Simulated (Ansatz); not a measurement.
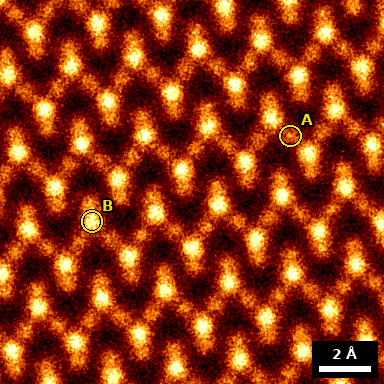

iDPC-like image of Ni (Pm-3n, No. 223) along [211]. Simulated as the projected potential of neutral atoms (B = 0.5 Å²) blurred by a 0.50 Å probe, the thin-sample limit of integrated differential phase contrast. Shot noise was added. Structure: the input geometry of a calculation; the starting structure was generated, so it need not be a known form of this composition.

```
CELL_PARAMETERS angstrom
4.39082 0.00000 0.00000
0.00000 4.39082 0.00000
0.00000 0.00000 4.39082
ATOMIC_POSITIONS crystal
Ni 0.00000 0.00000 0.00000
Ni 0.50000 0.50000 0.50000
Ni 0.25000 0.00000 0.50000
Ni 0.75000 0.00000 0.50000
Ni 0.50000 0.25000 0.00000
Ni 0.50000 0.75000 0.00000
Ni 0.00000 0.50000 0.25000
Ni 0.00000 0.50000 0.75000
```

Q: Name the elements in each circled column.

A: Ni (1 Ni per 10.76 Å along the beam; about 50 % of the brightest peak). B: Ni (2 Ni per 10.76 Å along the beam; the brightest kind). Brightness is counted from the darkest point of the image.
